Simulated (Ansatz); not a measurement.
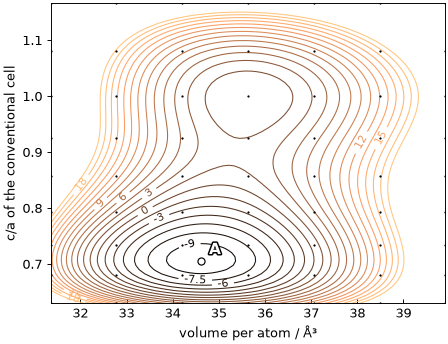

Yb (Fm-3m, No. 225; 1 atom in the cell). The energy is mapped over volume and the cell's shape. Coordinates scanned: (1) volume per atom; (2) c/a of the conventional cell. Nothing is relaxed (symmetry fixes all fractional coordinates). The grid has 7 × 9 points. Points are written as (first, second). Energies are in meV/atom, from the relaxed crystal. All numbers below come from DFT PBE, scalar-relativistic, plane waves, PAW in Ansatz. Settings: cutoff 420 eV, k-mesh 16×16×16, gaussian smearing 0.15 eV, no spin polarisation.

Drawn: contour lines labelled in meV/atom (none above 19.5), dots at the grid points, the point A. Between grid points the surface is interpolated.

Find the lowest pass out of the well at A.

Answer. The easiest path leads from the well at about (34.61 Å³, 0.70) to the well at (35.63 Å³, 1.000) [fcc], about 10 meV/atom higher. Its highest point lies about 12 meV/atom above the bottom of the first well on the interpolated surface, at about (35.36 Å³, 0.90). Seen from the upper well the barrier is about 1.7 meV/atom. This is the barrier on the constrained surface; relaxing the other coordinates would change it.

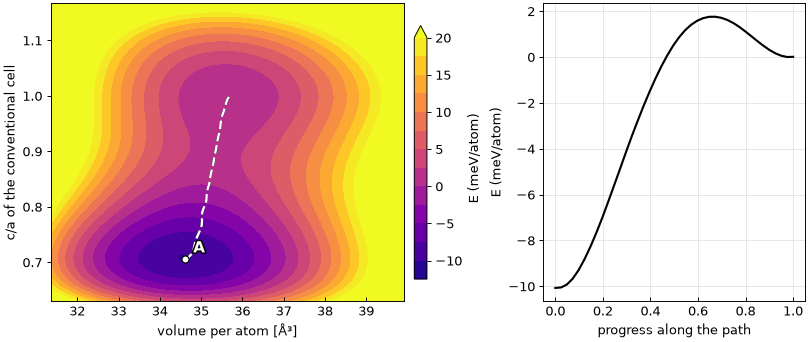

The picture shows filled contours, a line along the lowest path, one colour for all values above the top of the scale, the energy along the path at the right. Between grid points the surface is interpolated.
